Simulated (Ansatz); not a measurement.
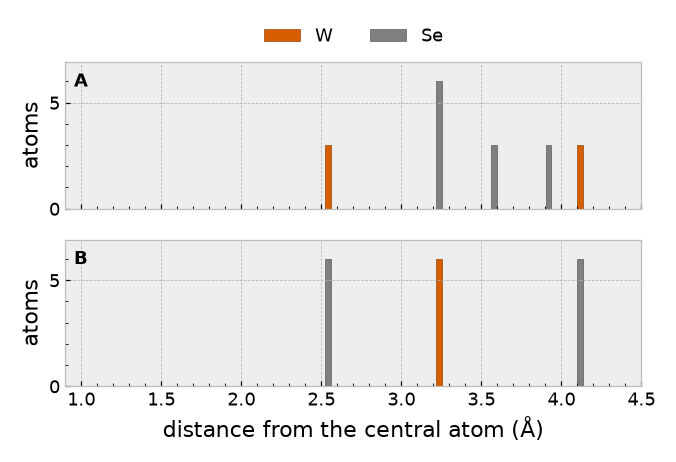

Neighbour shells computed from the structure of WSe2: each bar gives the number of atoms of one element at one distance (within 0.03 Å) from a central atom. It is based on the geometry relaxed with DFT PBEsol, scalar-relativistic, plane waves, PAW (Ansatz); the starting structure was generated, so it need not be a known form of this composition.

```
a = 3.236 Å, b = 3.236 Å, c = 19.487 Å, α = 90.00°, β = 90.00°, γ = 120.00°
W1  0.0000  0.0000  0.0000
Se2  0.3333  0.6667  0.9116
Se3  0.0000  0.0000  0.7551
W4  0.6667  0.3333  0.3333
Se5  0.0000  0.0000  0.2449
Se6  0.6667  0.3333  0.0884
W7  0.3333  0.6667  0.6667
Se8  0.6667  0.3333  0.5783
Se9  0.3333  0.6667  0.4217
```

Question: Which atom of the list is the centre of each panel?

Answer: panel A: Se2 (or an equivalent site: Se3, Se5, Se6, Se8, Se9); panel B: W1 (or an equivalent site: W4, W7).

Question: List the closest shells (up to six) of each central atom.

Answer: Panel A: 3 W at 2.54 Å, 6 Se at 3.24 Å, 3 Se at 3.58 Å, 3 Se at 3.92 Å, 3 W at 4.11 Å
Panel B: 6 Se at 2.54 Å, 6 W at 3.24 Å, 6 Se at 4.11 Å
